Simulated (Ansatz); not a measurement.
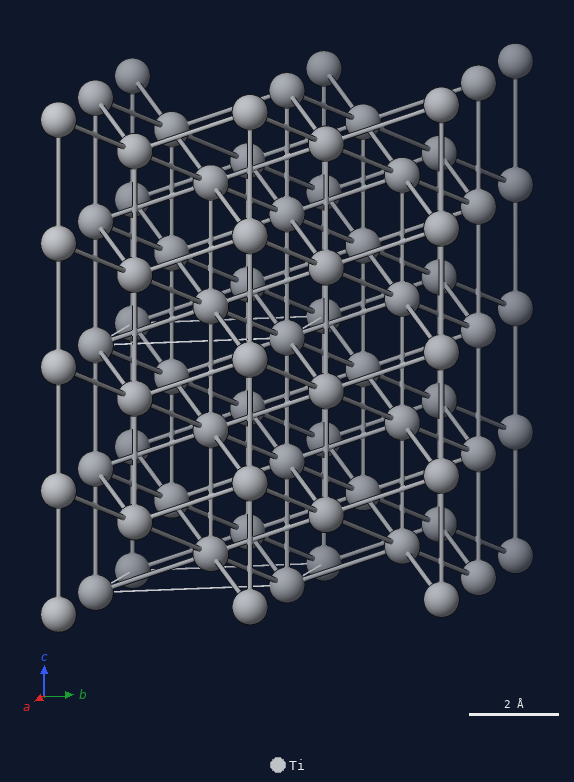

**Figure 1.** The structure as given in the input (ball-and-stick view of the cell of the calculation, repeated 2 × 2 × 2, seen slightly off an axis).

## Ti: geometry relaxation

Ti (Im-3m, 6 atoms in the cell), computed with DFT PBE, scalar-relativistic, plane waves, PAW, no spin polarisation (Ansatz 0.2.0).

The structure derives from an entry of the Crystallography Open Database. It belongs to a series of runs on one base structure; here: 0 of 6 Ti sites taken by Hf, cell and atoms relaxed.

### Input
```yaml
crystal:
  lattice:
    - [0.0, 3.2555055267, -3.2555055267]
    - [3.2555055267, -3.2555055267, 0.0]
    - [-3.2555055267, -3.2555055267, -3.2555055267]
  atoms:
    - { symbol: Ti, position: [0.6666666667, 0.3333333333, 0.8333333333] }
    - { symbol: Ti, position: [0.3333333333, 0.6666666667, 0.6666666667] }
    - { symbol: Ti, position: [0.0, 0.0, 0.5] }
    - { symbol: Ti, position: [0.6666666667, 0.3333333333, 0.3333333333] }
    - { symbol: Ti, position: [0.3333333333, 0.6666666667, 0.1666666667] }
    - { symbol: Ti, position: [0.0, 0.0, 0.0] }
basis:
  ecutwfc: 420
kpoints:
  mp_grid: { grid: [12, 12, 6] }
hamiltonian:
  xc: pbe
scf:
  occupations: { method: gaussian, width: 0.1 }
output:
  forces: true
  stress: true
  eigenvalues: true
relax:
  adjacent_minimum: "off"
  f_tol: 0.015
  max_steps: 60
  cell: { stress_tol: 0.15 }
```

Run as:
```bash
ansatz run input.yaml --threads 1 --pin off --max-ram 2560MiB --backend cpu --events-out ev --progress --plain --runs-dir out
```

### The program's output
```
Engine: ansatz 0.2.0, aarch64-unknown-linux-gnu
Pseudopotentials: kind: paw
Pseudopotential: Ti, paw, valence charge 12, recommended cutoff 420 eV (normal), Ti.paw.azcp
Functional definition: PBE
  parameter kappa = 0.804
  parameter beta = 0.06672455060314922
  exchange = pbe_x(kappa = kappa, mu = beta*pi^2/3)
  correlation = pbe_c(beta = beta)
Crystal: 6 atoms, lattice volume = 103.509 Å³
Basis set: ecut = 420 eV, 2029 PW (Γ), exchange–correlation on 64×64×80 points (8 copies of the dense FFT grid, shifted against one another)
Bands: 44, of which v1, the nominal top of the filled ones, is band 36 counted from 1 (35 counted from 0)
Symmetry: 72 space group operations
Space group: Im-3m (ITA 229), of the structure as read, at distance tolerance 4.7e-5 Å
k-points: 100 of 864
Non-local potential: Ti, projectors of the file, l = 0: 3, l = 1: 2, l = 2: 3, l = 3: 1
PAW form: soft (Blöchl's): semilocal exchange-correlation on the pseudo side does not see the compensation charge
PAW one-centre angular grid: Ti, 590 points (default); XC on 64 Gauss nodes
Initial density: superposition of atomic densities (neutral atoms: chi_scale 0, normalization atom), corrected by the library's trained network
Initial wavefunctions: pseudopotential atomic-orbital guess
Functional: x = pbe(κ = 0.804, μ = 0.2195149727645171), c = pbe(β = 0.06672455060314922)
SCF iter   1: F=—  HF=-14997.370381 eV  |F-HF|=—  |Δ(HF+E_count)|=         —  Δρ=2.51e-3  dr2=6.24e-3  ethr=1.77e-3  ⟨swp⟩=5.6  Hψ=17080  notcnv=0
preconditioner: auto → Kerker (q_TF=auto, 2.568 Å⁻¹)  [metal: Δε(μ)=0.003 eV  Ē_g=2.327 eV  σ=0.100 eV  W_gap=0.02  n_scr=22 (ndim 8)  ℏωp=17.9 eV  f_vac=0.000  D(μ)=13.16/eV (n_scr^D=212)]
SCF iter   2: F=—  HF=-14997.369747 eV  |F-HF|=—  |Δ(HF+E_count)|=   6.34e-4  Δρ=1.06e-3  dr2=6.97e-4  ethr=8.67e-6  ⟨swp⟩=2.0  Hψ=6108  notcnv=0
SCF iter   3: F=—  HF=-14997.369901 eV  |F-HF|=—  |Δ(HF+E_count)|=   1.54e-4  Δρ=3.99e-4  dr2=1.33e-4  ethr=9.68e-7  ⟨swp⟩=1.4  Hψ=4442  notcnv=0
SCF iter   4: F=—  HF=-14997.369902 eV  |F-HF|=—  |Δ(HF+E_count)|=   8.33e-7  Δρ=6.11e-5  dr2=2.53e-6  ethr=1.85e-7  ⟨swp⟩=2.0  Hψ=5419  notcnv=0
SCF iter   5: F=—  HF=-14997.369868 eV  |F-HF|=—  |Δ(HF+E_count)|=   3.43e-5  Δρ=9.29e-6  dr2=5.03e-8  ethr=3.51e-9  ⟨swp⟩=2.0  Hψ=5603  notcnv=0
SCF iter   6: F=-14997.369868 eV  HF=-14997.369868 eV  |F-HF|=1.10e-9  |Δ(HF+E_count)|=   3.59e-8  Δρ=2.09e-6  dr2=3.11e-9  ethr=6.98e-11  ⟨swp⟩=5.7  Hψ=13636  notcnv=0
SCF 1 converged in 6 iterations: F = -14997.369868 eV  dr2 = 3.11e-9
  greatest PAW one-centre occupation: 0.999 electrons in one spin orbital (limit 2), on the Ti atom at site 5 (counted from 0), in its partial waves of l = 0
relax step   1: F+E_penalty+E_count = -14997.36986769 eV  Δ(F+E_penalty+E_count) = +0.000e0 eV  max|allowed force component| = 5.818e-26 eV/Å  Δτ_max = 0.0000 Å  P = -0.063 GPa  Ω = 103.509 Å³  (6 SCF iters, dr2 threshold 1.00e-7 eV, accepted)
Crystal: 6 atoms, lattice volume = 103.379 Å³
Initial density: handed on by an earlier stage of this run
Initial wavefunctions: those handed on with the density
iter 1 solved again at ethr=5.31e-9 eV; its pass at ethr=3.10e-3 eV (dr2=3.82e-6 eV) is discarded
SCF iter   1: F=—  HF=-14997.369985 eV  |F-HF|=—  |Δ(HF+E_count)|=         —  Δρ=1.28e-4  dr2=1.12e-5  ethr=5.31e-9  ⟨swp⟩=3.3  Hψ=21256  notcnv=0
eigensolver tolerance schedule calibrated: the retry pair's looser diagonalisation under-reported the residual by θ = 0.66 (0.11/decade); ethr = c·dr2/N_el runs at the constant in force after the calibration composes with the one it found (an armed cap, an earlier calibration), c = 7.7e-2
preconditioner: auto → Kerker (q_TF=auto, 2.569 Å⁻¹)  [metal: Δε(μ)=0.002 eV  Ē_g=2.336 eV  σ=0.100 eV  W_gap=0.01  n_scr=22 (ndim 8)  ℏωp=17.9 eV  f_vac=0.000  D(μ)=13.07/eV (n_scr^D=212)]
SCF iter   2: F=—  HF=-14997.369982 eV  |F-HF|=—  |Δ(HF+E_count)|=   2.90e-6  Δρ=6.06e-5  dr2=2.69e-6  ethr=5.31e-9  ⟨swp⟩=2.9  Hψ=8169  notcnv=0
iter 3 did not close the SCF: its close was put off for the readings that it lacked (scf_convergence_deferred on its scf_iter line)
SCF iter   3: F=-14997.369981 eV  HF=-14997.369981 eV  |F-HF|=1.63e-8  |Δ(HF+E_count)|=   4.68e-7  Δρ=9.97e-6  dr2=7.89e-8  ethr=2.88e-9  ⟨swp⟩=2.0  Hψ=5541  notcnv=0
iter 4 did not close the SCF: its close was put off for the readings that it lacked (scf_convergence_deferred on its scf_iter line)
SCF iter   4: F=-14997.369981 eV  HF=-14997.369981 eV  |F-HF|=2.73e-11  |Δ(HF+E_count)|=   1.03e-8  Δρ=1.66e-6  dr2=2.04e-9  ethr=8.42e-11  ⟨swp⟩=2.0  Hψ=5482  notcnv=0
iter 5 did not close the SCF: its close was put off for the readings that it lacked (scf_convergence_deferred on its scf_iter line)
SCF iter   5: F=-14997.369981 eV  HF=-14997.369981 eV  |F-HF|=5.46e-11  |Δ(HF+E_count)|=  2.91e-10  Δρ=5.33e-7  dr2=1.75e-10  ethr=2.17e-12  ⟨swp⟩=3.0  Hψ=8570  notcnv=0
SCF iter   6: F=-14997.369981 eV  HF=-14997.369981 eV  |F-HF|=3.64e-12  |Δ(HF+E_count)|=  3.64e-12  Δρ=8.15e-8  dr2=3.41e-12  ethr=1.00e-12  ⟨swp⟩=1.3  Hψ=10480  notcnv=0
the search or the solves at the SCF's close seem to have found levels that the self-consistency loop had missed (the run counts 1). By its estimate they hold under 1e-12 electrons; where the run keeps them, the occupations were computed again with them
SCF 2 converged in 6 iterations: F = -14997.369981 eV  dr2 = 3.41e-12
relax step   2: F+E_penalty+E_count = -14997.36998133 eV  Δ(F+E_penalty+E_count) = -1.136e-4 eV  max|allowed force component| = 1.182e-26 eV/Å  Δτ_max = 0.0000 Å  P = +0.069 GPa  Ω = 103.379 Å³  energy of the carried Pulay correction = +1.219e-5 eV  (6 SCF iters, dr2 threshold 1.01e-7 eV, accepted)
Initial wavefunctions: pseudopotential atomic-orbital guess (no wavefunctions were taken with the density)
iter 1 solved again at ethr=7.00e-7 eV; its pass at ethr=3.10e-3 eV (dr2=5.04e-4 eV) is discarded
SCF iter   1: F=—  HF=-14997.369973 eV  |F-HF|=—  |Δ(HF+E_count)|=         —  Δρ=1.45e-6  dr2=2.95e-10  ethr=7.00e-7  ⟨swp⟩=2.7  Hψ=25963  notcnv=0
eigensolver tolerance schedule: the retry pair's looser diagonalisation over-reported the residual by 1711571.96 of it (diagonalisation noise at an unbounded share of the residual, at the tolerance the schedule requests for it); recorded, not acted on — ethr = c·dr2/N_el stays at c = 1.0e-1
preconditioner: auto → Kerker (q_TF=auto, 2.569 Å⁻¹)  [metal: Δε(μ)=0.002 eV  Ē_g=2.337 eV  σ=0.100 eV  W_gap=0.01  n_scr=22 (ndim 8)  ℏωp=17.9 eV  f_vac=0.000  D(μ)=13.07/eV (n_scr^D=212)]
SCF iter   2: F=—  HF=-14997.369971 eV  |F-HF|=—  |Δ(HF+E_count)|=   2.28e-6  Δρ=8.23e-7  dr2=9.88e-11  ethr=1.00e-12  ⟨swp⟩=3.4  Hψ=9693  notcnv=0
iter 3 did not close the SCF: its close was put off for the readings that it lacked (scf_convergence_deferred on its scf_iter line)
SCF iter   3: F=-14997.369971 eV  HF=-14997.369971 eV  |F-HF|=3.64e-12  |Δ(HF+E_count)|=  9.82e-11  Δρ=1.34e-7  dr2=6.62e-12  ethr=1.00e-12  ⟨swp⟩=1.0  Hψ=4400  notcnv=0
iter 4 did not close the SCF: its close was put off for the readings that it lacked (scf_convergence_deferred on its scf_iter line)
SCF iter   4: F=-14997.369971 eV  HF=-14997.369971 eV  |F-HF|=3.64e-12  |Δ(HF+E_count)|=    0.00e0  Δρ=4.82e-8  dr2=6.05e-13  ethr=1.00e-12  ⟨swp⟩=1.0  Hψ=4400  notcnv=0
iter 5 did not close the SCF: its close was put off for the readings that it lacked (scf_convergence_deferred on its scf_iter line)
SCF iter   5: F=-14997.369971 eV  HF=-14997.369971 eV  |F-HF|=3.64e-12  |Δ(HF+E_count)|=  3.64e-12  Δρ=1.69e-8  dr2=1.29e-13  ethr=1.00e-12  ⟨swp⟩=1.0  Hψ=4400  notcnv=0
iter 6 did not close the SCF: its close was put off for the readings that it lacked (scf_convergence_deferred on its scf_iter line)
SCF iter   6: F=-14997.369971 eV  HF=-14997.369971 eV  |F-HF|=5.46e-12  |Δ(HF+E_count)|=  5.46e-12  Δρ=3.93e-9  dr2=8.63e-15  ethr=1.00e-12  ⟨swp⟩=1.0  Hψ=4400  notcnv=0
SCF iter   7: F=-14997.369971 eV  HF=-14997.369971 eV  |F-HF|=5.46e-12  |Δ(HF+E_count)|=  7.28e-12  Δρ=1.78e-9  dr2=1.15e-15  ethr=1.00e-12  ⟨swp⟩=1.9  Hψ=10038  notcnv=0
SCF 3 converged in 7 iterations: F = -14997.369971 eV  dr2 = 1.15e-15
relax step   3: F+E_penalty+E_count = -14997.36997080 eV  Δ(F+E_penalty+E_count) = +1.053e-5 eV  max|allowed force component| = 8.834e-27 eV/Å  Δτ_max = 0.0000 Å  P = +0.069 GPa  Ω = 103.379 Å³  stress off target by 8.74e-2 GPa  SCF on the basis re-selected at this cell (its energy is not comparable with the rows above)  (7 SCF iters)
```

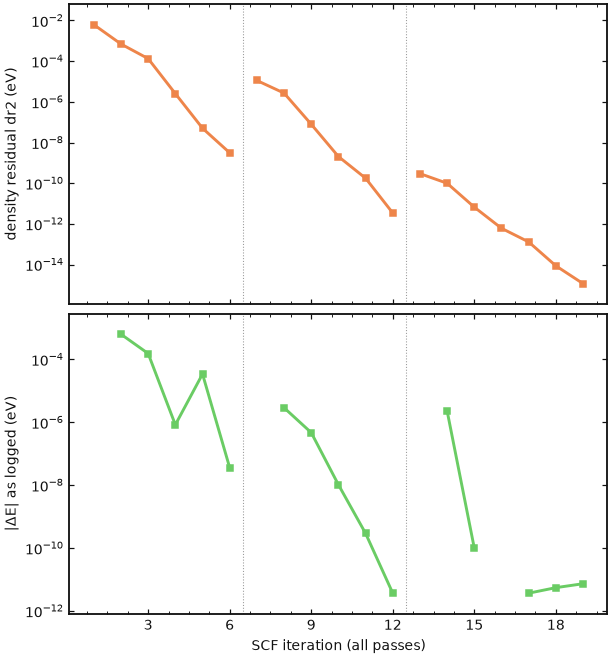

**Figure 2.** Convergence of the self-consistent field: density residual dr2 and size of the energy change against the SCF iteration. The dotted lines part the SCF passes of the relaxation: geometry steps, rejected trials and re-solves on a re-selected basis. The passes take 6, 6 and 7 iterations.

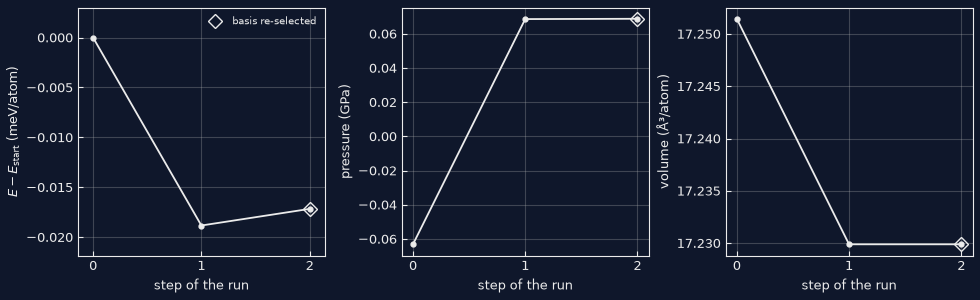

**Figure 3.** Progress of the relaxation, step by step (the first geometry is step 0 here and step 1 in the log). Over 1 geometry step the energy falls by next to nothing (0.0 meV per atom). All forces vanish by symmetry, so only the cell relaxes. The pressure goes from −0.06 to 0.07 GPa. No atom moves by more than 0.005 Å relative to the cell. The volume changes by −0.1 %, with a = b 4.604 → 4.605 Å (0.0 %), c 5.639 → 5.629 Å (−0.2 %). Among the contacts that change: Ti1–Ti4 2.819 → 2.815 Å. The space group stays Im-3m (No. 229). A last SCF at the same geometry on a re-selected plane-wave basis shifts the energy by +0.0 meV per atom. (Atoms are counted from 1 in the order of the input.)

```
basis re-selected at this cell: Δ(F+E_penalty+E_count) = +1.053e-5 eV, ΔP = +0.000 GPa vs the last step (what re-selecting the basis moved, of the pressure what is left beyond the Pulay correction that the steps carried, after the strain that the cell walked since its last selection, with what the two solves' SCF thresholds leave and, on support functions, any second-order correction that the steps lacked; it is no measure of the basis error at this ecutwfc). This SCF's stress stands 8.74e-2 GPa from its target on what of the cell is left free (relax.cell.stress_tol is 1.50e-1 GPa) and its largest allowed force component is 8.83e-27 eV/Å (relax.f_tol is 1.50e-2 eV/Å): within both
SCF converged after 7 iterations
Free energy (F): -14997.369971 eV
Harris-Foulkes:  -14997.369971 eV  (|F-HF|=5.46e-12)
Internal energy: -14997.304636 eV  (E = F + TS)
E sigma→0 (E₀):  -14997.337304 eV
Entropy (-TS):   -0.065334 eV (-10.889 meV/atom)
Fermi energy:    13.257050 eV
--- Per-component energies (eV) ---
  E_band       = -930.339346
  E_kinetic    = 1637.178825
  E_local      = -4854.270417  (includes V_loc(G=0)·N_el)
  E_nonlocal   = 50.571042
  E_hartree    = 1997.741085
  E_xc         = -584.890145
  E_vxc        = -731.769602  (∫ρ·V_xc dr)
  E_paw        = -6286.863613  (= ΣΔE_a)
  E_vpaw       = -1027.532079  (= ΣTr[D̂ρ^β])
  E_aug_tail   = 0.000714  (compensation charges beyond the density's cutoff)
  E_ewald      = -6956.772128
  E_smearing   = -0.065334  (= −TS)
  E_closure    = 0.000000  (closes the sum)
  Σ components = -14997.369971   (vs F -14997.369971, Δ=0.00e0)
--- Forces (eV/Å), atoms counted from 1 ---
  atom   1  Ti    -0.00000000     0.00000000    -0.00000000
  atom   2  Ti     0.00000000    -0.00000000    -0.00000000
  atom   3  Ti    -0.00000000     0.00000000     0.00000000
  atom   4  Ti    -0.00000000     0.00000000    -0.00000000
  atom   5  Ti     0.00000000    -0.00000000    -0.00000000
  atom   6  Ti    -0.00000000     0.00000000     0.00000000
  max |Σ_I F_I| component: 1.85e-26 eV/Å
--- Stress (GPa, compression-positive) ---
        0.068786      -0.018564      -0.018564
       -0.018564       0.068786      -0.018564
       -0.018564      -0.018564       0.068786
  P = ⅓ Tr σ = 0.0688 GPa (0.688 kbar)
--- Band table (eV; the first three rows and the last of 100) ---
  k-point 0: bands = ["-43.2172", "-43.0916", "-43.0916", "-43.0636", "-43.0636", "-42.9845", "-19.6278", "-19.6278", "-19.5579", "-19.5546", "-19.5546", "-19.5546", "-19.5546", "-19.5535", "-19.5535", "-19.2365", "-19.2365", "-19.2365", "-19.2365", "-19.1632", "-19.1632", "-19.0801", "-19.0801", "-19.0778", "7.3067", "11.1184", "11.1184", "11.5213", "11.5213", "12.2936", "12.2936", "12.7251", "12.7251", "12.7251", "12.7251", "12.7333", "12.7333", "12.7333", "12.7333", "14.2400", "14.2590", "14.2590", "16.0325", "16.0325"]
  k-point 1: bands = ["-43.2110", "-43.1131", "-43.0775", "-43.0691", "-43.0523", "-42.9888", "-19.6105", "-19.5809", "-19.5716", "-19.5716", "-19.5563", "-19.5563", "-19.5302", "-19.5233", "-19.5233", "-19.2959", "-19.2959", "-19.2078", "-19.1852", "-19.1852", "-19.1795", "-19.1138", "-19.0836", "-19.0836", "7.4664", "10.5540", "11.2032", "11.2032", "12.2359", "12.2830", "12.5239", "12.5239", "12.6003", "12.6003", "12.6833", "12.7758", "12.7758", "12.9840", "12.9840", "14.2017", "14.2017", "14.3769", "15.9920", "15.9920"]
  k-point 2: bands = ["-43.1938", "-43.1401", "-43.0709", "-43.0702", "-43.0363", "-43.0009", "-19.5761", "-19.5761", "-19.5636", "-19.5636", "-19.5352", "-19.4787", "-19.4781", "-19.4781", "-19.4546", "-19.3595", "-19.3595", "-19.3028", "-19.2497", "-19.2115", "-19.1443", "-19.1443", "-19.0947", "-19.0947", "7.9291", "9.5542", "11.4433", "11.4433", "12.1876", "12.1876", "12.4156", "12.5784", "12.5784", "12.6652", "12.7233", "12.7233", "13.3273", "13.3273", "13.4211", "14.0151", "14.0151", "14.7806", "15.6509", "15.9251"]
  k-point 99: bands = ["-43.0856", "-43.0856", "-43.0856", "-43.0856", "-43.0856", "-43.0856", "-19.6042", "-19.6042", "-19.6042", "-19.6042", "-19.6042", "-19.6042", "-19.3383", "-19.3383", "-19.3383", "-19.3383", "-19.3383", "-19.3383", "-19.1698", "-19.1698", "-19.1698", "-19.1698", "-19.1698", "-19.1698", "11.0531", "11.0531", "11.0531", "11.0531", "11.0531", "11.0531", "12.8489", "12.8489", "12.8489", "12.8489", "12.8489", "12.8489", "13.6243", "13.6243", "13.6243", "13.6243", "13.6243", "13.6243", "15.3400", "15.3400"]
--- Relaxed structure (2 steps of the walk, 2 accepted, 1 SCFs on fresh bases) ---
  F+E_penalty+E_count = -14997.36997080 eV   max|allowed force component| = 8.834e-27 eV/Å   (the final SCF, on the basis selected at the relaxed cell)
  cell:  # Å, volume = 103.3793 Å³
    - [1.3010426069826053e-18, 3.256137025244694, -3.256137025244694]
    - [3.256137025244694, -3.256137025244694, 8.673617379884035e-19]
    - [-3.2501777371610023, -3.2501777371610023, -3.2501777371610023]
  atoms:
    - { symbol: Ti, position: [0.6666666666666665, 0.33333333333333326, 0.8333333333333333] }
    - { symbol: Ti, position: [0.3333333333333333, 0.6666666666666665, 0.6666666666666665] }
    - { symbol: Ti, position: [0.0, 0.0, 0.5] }
    - { symbol: Ti, position: [0.6666666666666665, 0.33333333333333326, 0.33333333333333326] }
    - { symbol: Ti, position: [0.33333333333333326, 0.6666666666666665, 0.16666666666666663] }
    - { symbol: Ti, position: [1.974254601584135e-36, 7.303600838230329e-37, 2.1682564988496245e-37] }
```

### Trajectory as extended XYZ (Å, eV, eV/Å), 3 frames, from step=1 to step=3
```
6
Lattice="0.0000 3.2555 -3.2555 3.2555 -3.2555 0.0000 -3.2555 -3.2555 -3.2555" Properties=species:S:1:pos:R:3:forces:R:3 step=1 energy=-14997.36987 pressure_GPa=-0.06
Ti   -1.6278   -1.6278   -4.8833    0.0000   0.0000   0.0000
Ti    0.0000   -3.2555   -3.2555    0.0000   0.0000   0.0000
Ti   -1.6278   -1.6278   -1.6278    0.0000   0.0000   0.0000
Ti    0.0000    0.0000   -3.2555    0.0000   0.0000   0.0000
Ti    1.6278   -1.6278   -1.6278    0.0000   0.0000   0.0000
Ti    0.0000    0.0000    0.0000    0.0000   0.0000   0.0000
6
Lattice="0.0000 3.2561 -3.2561 3.2561 -3.2561 0.0000 -3.2502 -3.2502 -3.2502" Properties=species:S:1:pos:R:3:forces:R:3 step=2 energy=-14997.36998 pressure_GPa=0.07
Ti   -1.6231   -1.6231   -4.8792    0.0000   0.0000   0.0000
Ti    0.0040   -3.2522   -3.2522    0.0000   0.0000   0.0000
Ti   -1.6251   -1.6251   -1.6251    0.0000   0.0000   0.0000
Ti    0.0020    0.0020   -3.2542    0.0000   0.0000   0.0000
Ti    1.6291   -1.6271   -1.6271    0.0000   0.0000   0.0000
Ti    0.0000    0.0000    0.0000    0.0000   0.0000   0.0000
6
Lattice="0.0000 3.2561 -3.2561 3.2561 -3.2561 0.0000 -3.2502 -3.2502 -3.2502" Properties=species:S:1:pos:R:3:forces:R:3 step=3 energy=-14997.36997 pressure_GPa=0.07
Ti   -1.6231   -1.6231   -4.8792    0.0000   0.0000   0.0000
Ti    0.0040   -3.2522   -3.2522    0.0000   0.0000   0.0000
Ti   -1.6251   -1.6251   -1.6251    0.0000   0.0000   0.0000
Ti    0.0020    0.0020   -3.2542    0.0000   0.0000   0.0000
Ti    1.6291   -1.6271   -1.6271    0.0000   0.0000   0.0000
Ti    0.0000    0.0000    0.0000    0.0000   0.0000   0.0000
```

### Summary

- outcome: converged
- space group (tolerance 0.01 Å): Im-3m (229)
- electrons treated: 72
- free energy: −14997.3700 eV
- Fermi energy: 13.257 eV
- gap on the k-point mesh: none (metallic)
- pressure: 0.07 GPa
- final volume: 103.38 Å³
- largest force (length of the vector) at the end: under 0.001 eV/Å
- final cell: a = 4.605 Å, b = 4.605 Å, c = 5.629 Å, α = 90.00°, β = 90.00°, γ = 120.00°
- hardware: 1 thread of Arm Neoverse V2, 24 GiB of memory available, shared host
- wall time: 73 s
- peak memory: 0.59 GiB
